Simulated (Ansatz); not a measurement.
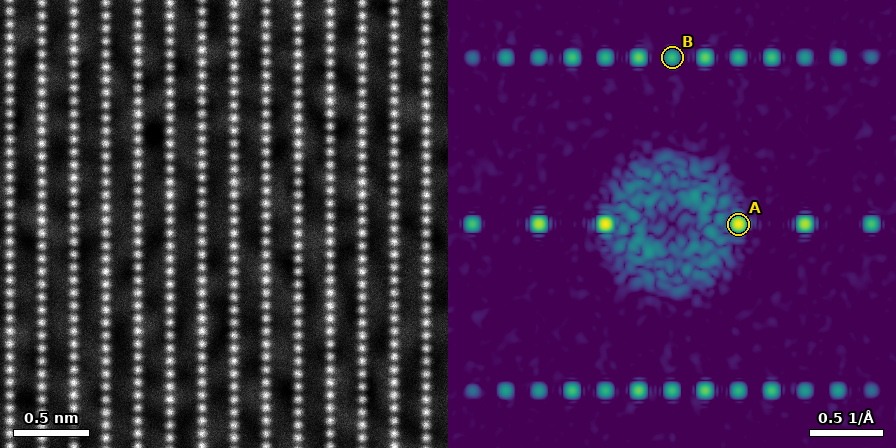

Dark-field STEM-like image of a crystal. Simulated incoherent Z contrast: every atom adds Z^1.8 spread by a probe of 0.50 Å full width; channelling and multiple scattering are left out. Shot noise and the speckle of an amorphous layer were added.

The right panel is the modulus of the image's Fourier transform on a logarithmic scale.

Which lattice spacings do the marked spots stand for, and what angle do A and B enclose?

A: 2.1 Å, B: 0.9 Å; A and B enclose about 90°.

The crystal is Cu (P6_3/mmc, No. 194) along [310]; the spots are (002) and (1 -3 0). Structure used: the geometry relaxed with DFT, BLYP, plane waves (420 eV) with PAW, scalar-relativistic (Ansatz 0.2.0); the starting structure was generated, so it need not be a known form of this composition.
